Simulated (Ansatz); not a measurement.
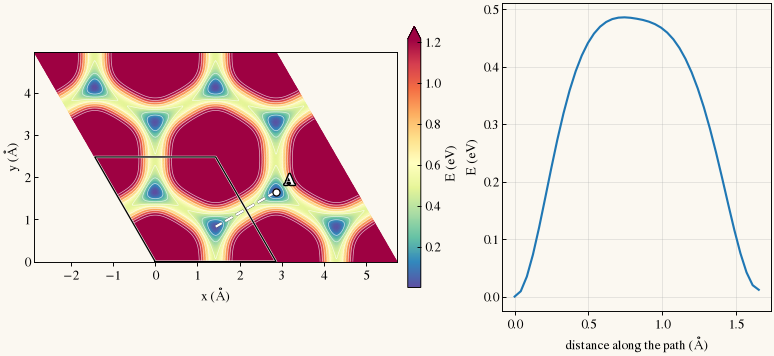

C on a Ti(001) slab cut from the P6_3/mmc phase, its upper half relaxed before the scan (4 atoms of substrate and one adsorbate in a 1 × 1 cell). 
- C is moved over the surface cell; relaxed at each place: the height of the adsorbate's atoms; substrate rigid; the origin of the map has the adsorbate above Ti4.
- Places are given modulo a cell vector. The map is drawn in real space over the plane of the surface.
- Grid: 6 × 6 points; 10 points were computed and 26 follow by symmetry.
- Energies: eV, counted from the lowest grid point.
- With one adsorbate in each 1 × 1 cell, its nearest image is 2.9 Å away, so neighbouring adsorbates interact.
- Computed with DFT LDA, scalar-relativistic, plane waves, PAW in Ansatz. Settings: cutoff 420 eV, k-mesh 9×9×1, gaussian smearing 0.1 eV, no spin polarisation.

Drawn: a smooth colour map with a few white contour lines, a line along the lowest path, the outline of one cell of the 2 × 2 shown, one colour for all values above the top of the scale, the energy along the path at the right, the start A. Between grid points the surface is interpolated.

**Describe the path and its barrier.**

The easiest path leads from the well at a threefold hollow over a second-layer Ti atom, (2/6, 4/6) of the cell vectors to the well at a threefold hollow, (4/6, 2/6) of the cell vectors, about 0.012 eV higher. Its highest point lies about 0.49 eV above the bottom of the first well on the interpolated surface, at about (0.03, 0.52) of the cell vectors. This is the barrier on the constrained surface; relaxing the other coordinates would change it.
